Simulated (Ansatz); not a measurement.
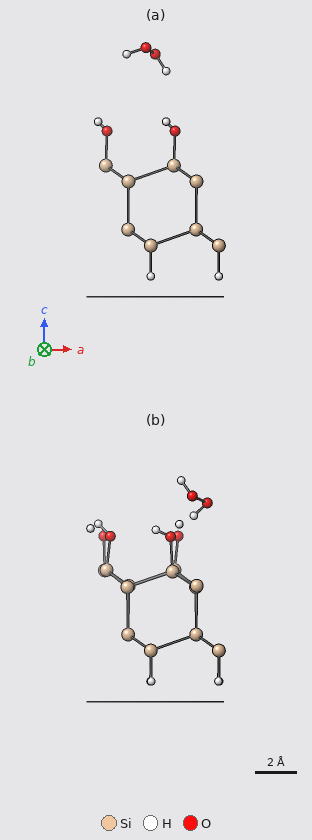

The structure of a slab of composition Si$_{8}$H$_{5}$O$_{3}$ (cut from the Fd-3m phase) before (top) and after (bottom) a constrained relaxation, at one scale.

Style: ball-and-stick. Shown: the cell of the calculation, outlined in the plane, without the vacuum (origin shifted), along the b axis.

Case: 1 H2O2 a cell, tilted, over a top H site. The slab is the (1 1 1) face of Si with H2O2 on it. 8 atoms are held fixed.

All numbers below come from Ansatz, DFT PBE+D3(BJ), scalar-relativistic, plane waves, PAW.

Input
```yaml
crystal:
  lattice:
    - [7.6671877233, 0.0, 0.0]
    - [-3.8335938617, 6.639979344, 0.0]
    - [0.0, 0.0, 26.8000384587]
  atoms:
    - { symbol: Si, position: [0.6666666667, 0.3333333333, 0.3522383005] }
    - { symbol: Si, position: [0.6666666667, 0.8333333333, 0.3522383005] }
    - { symbol: Si, position: [0.1666666667, 0.3333333333, 0.3522383005] }
    - { symbol: Si, position: [0.1666666667, 0.8333333333, 0.3522383005] }
    - { symbol: Si, position: [0.5, 0.5, 0.3814371045] }
    - { symbol: Si, position: [0.5, 0.0, 0.3814371045] }
    - { symbol: Si, position: [0.0, 0.5, 0.3814371045] }
    - { symbol: Si, position: [0.0, 0.0, 0.3814371045] }
    - { symbol: Si, position: [0.002280381, 0.4966562205, 0.468893172] }
    - { symbol: Si, position: [0.002280381, -0.0033437795, 0.468893172] }
    - { symbol: Si, position: [0.502280381, 0.4966562205, 0.468893172] }
    - { symbol: Si, position: [0.502280381, -0.0033437795, 0.468893172] }
    - { symbol: Si, position: [0.8360589921, 0.6627935596, 0.4979403518] }
    - { symbol: Si, position: [0.8360589921, 0.1627935596, 0.4979403518] }
    - { symbol: Si, position: [0.3360589921, 0.6627935596, 0.4979403518] }
    - { symbol: Si, position: [0.3360589921, 0.1627935596, 0.4979403518] }
    - { symbol: H, position: [0.6667222137, 0.3329905314, 0.2961770343] }
    - { symbol: H, position: [0.6667222137, 0.8329905314, 0.2961770343] }
    - { symbol: H, position: [0.1667222137, 0.3329905314, 0.2961770343] }
    - { symbol: H, position: [0.1667222137, 0.8329905314, 0.2961770343] }
    - { symbol: O, position: [0.8450752003, 0.6535979069, 0.5607598213] }
    - { symbol: O, position: [0.8450752003, 0.1535979069, 0.5607598213] }
    - { symbol: O, position: [0.3450752003, 0.6535979069, 0.5607598213] }
    - { symbol: O, position: [0.3450752003, 0.1535979069, 0.5607598213] }
    - { symbol: H, position: [0.7790902601, 0.7167563526, 0.577858122] }
    - { symbol: H, position: [0.7790902601, 0.2167563526, 0.577858122] }
    - { symbol: H, position: [0.2790902601, 0.7167563526, 0.577858122] }
    - { symbol: H, position: [0.2790902601, 0.2167563526, 0.577858122] }
    - { symbol: O, position: [0.6305971668, 0.5053784593, 0.712678824] }
    - { symbol: O, position: [0.6993288708, 0.6954640947, 0.7008392888] }
    - { symbol: H, position: [0.4890699368, 0.4340933107, 0.7008952589] }
    - { symbol: H, position: [0.7790902601, 0.7167563526, 0.6700221688] }
basis:
  ecutwfc: 420
kpoints:
  mp_grid: { grid: [3, 3, 1] }
hamiltonian:
  xc: pbe
  dispersion: d3bj
scf:
  occupations: { method: gaussian, width: 0.05 }
output:
  forces: true
  eigenvalues: true
  write_density: true
  write_potential: true
  elf: true
  volumetric_format: npy
relax:
  adjacent_minimum: "off"
  f_tol: 0.04
  max_steps: 100
  constraints: [{ sites: [0, 1, 2, 3, 4, 5, 6, 7] }]
efield:
  axis: 3
  dipole_correction: true
  ramp_width: 0.04
```

Launched with:
```bash
ansatz run input.yaml --threads 4 --pin off --max-ram 10240MiB --backend cpu --events-out ev --progress --plain --runs-dir out
```

> Summarise the run.

The atom that moves furthest is O30 (3.72 Å at 55° to the normal (−c side)). Largest moves by element: O 3.72 Å, H 3.19 Å, Si 0.09 Å. The cell stays as it was. Near-neighbour distances that change, for instance: O29–O30 1.317 → 1.460 Å, Si7–Si9 2.344 → 2.380 Å, Si6–Si12 2.344 → 2.375 Å, Si8–Si10 2.344 → 2.314 Å. Among the angles between lasting bonds that change: Si11–Si13–O21 111.4° → 105.7°, Si14–O22–H26 114.0° → 119.3°, Si9–Si13–O21 105.3° → 110.1°. Over 32 accepted moves (33 points after the start) the energy falls by 1.073 eV per cell of the calculation. The largest force component goes from 5.2 to 0.026 eV/Å. The line search rejected the trial step at point 11 of the run. The run took 5.9 min on 4 threads of AMD EPYC 9R45 96-Core Processor (Zen 5), on a shared host, peak memory 2.7 GiB.

Limits of the set-up: the periodic images lie only 7.7 Å apart, so the values are limited by the cell's size.
